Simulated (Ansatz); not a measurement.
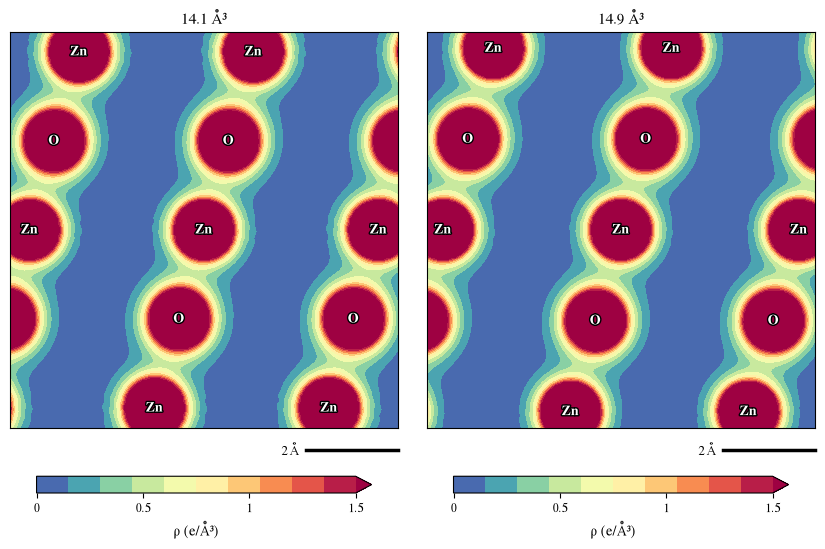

ZnO. The valence charge density (pseudo) of cells scaled evenly to different volumes (given per atom above each panel), on the (101) plane of each (indices in the axes of the cell below), at one length scale and on one colour scale.

A generated structure, not necessarily the stable one.

Computed with Kohn-Sham DFT of a periodic cell, PBE, Ansatz PAW in Ansatz.

The density is the valence pseudo-density of a PAW calculation; it isn't the true density close to the nuclei.

The largest cell:

```
CELL_PARAMETERS angstrom
1.45209 -3.57349 0.00000
1.45209 3.57349 0.00000
0.00000 0.00000 2.87584
ATOMIC_POSITIONS crystal
Zn 0.00000 0.00000 0.00000
O 0.50000 0.50000 0.50000
```

| volume (Å³/atom) | Zn–O contact in the plane (Å) | ρ at its midpoint (e/Å³) | pressure (GPa) | 
| --- | --- | --- | --- |
| 14.06 | 2.003 | 0.552 | 2.3 | 
| 14.64 | 2.030 | ? | ? | 
| 14.92 | 2.044 | 0.505 | −3.9 | 

Q: Estimate the missing row, and compare with the calculation.

A: Over the known rows ln ρ falls by 2.17 per Å of Zn–O distance (the line through the two), which gives 0.521 e/Å³ at 2.030 Å; the calculation gives 0.520 e/Å³. For the pressure, a straight line in volume between the neighbouring rows gives −1.9 GPa; the calculation gives −2.0.
